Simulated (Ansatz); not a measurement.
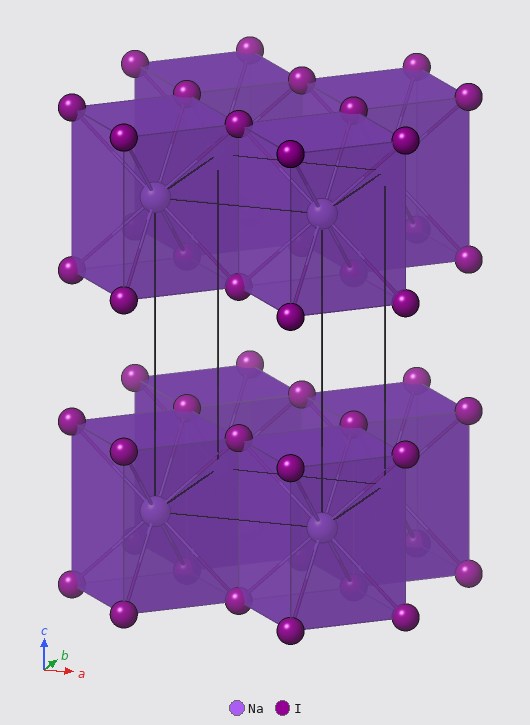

A polyhedral rendering, viewed slightly off an axis. The conventional unit cell is drawn as a box. Some atoms of the next cells are drawn as well. Cell: a = 4.77 Å, b = 4.77 Å, c = 8.70 Å, α = 90.00°, β = 90.00°, γ = 90.00°.

Its origin is a structure type filled with these elements by a generator (whether the compound takes this form wasn't checked). Earlier steps of the study may have refined or changed the cell and positions. An electronic-structure calculation with Ansatz was run on it.

Question: What structure is drawn here?

Answer: The formula is NaI4. The structure has P4/mmm (No. 123) symmetry and a primitive tetragonal lattice. The cell comprises 1 formula unit: 1 Na, 4 I. The polyhedra are NaI8 cubes; they share edges. Na is surrounded by eight I in a distorted cubic arrangement at about 3.3 Å. Each I atom has two Na in a bent arrangement at about 3.3 Å around it. The bonds build NaI4 layers parallel to (001).

Computational set-up: Ansatz, DFT PBE+D3(BJ), scalar-relativistic, plane waves, PAW, a basis cut at 420 eV, k-grid 8×8×6, Gaussian smearing of 0.1 eV, no spin polarisation.

Question: What is the band gap, if any?

Answer: A metal: bands cross the Fermi level.

Question: Give the Bader charge of each element.

Answer: Na +0.85 e; I -0.21 e.

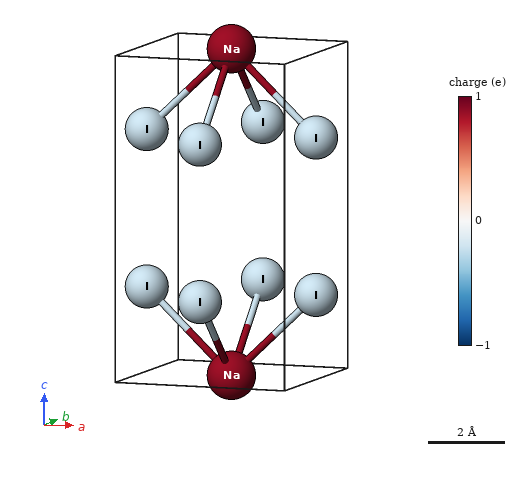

The atoms coloured by those charges. The run's cell of 5 atoms is drawn, so axes and origin can differ from the first picture.

Question: Do the forces and the stress vanish for this geometry?

Answer: Yes. All forces vanish to within 0.01 eV/Å. The pressure is 0.0 GPa, close to zero.
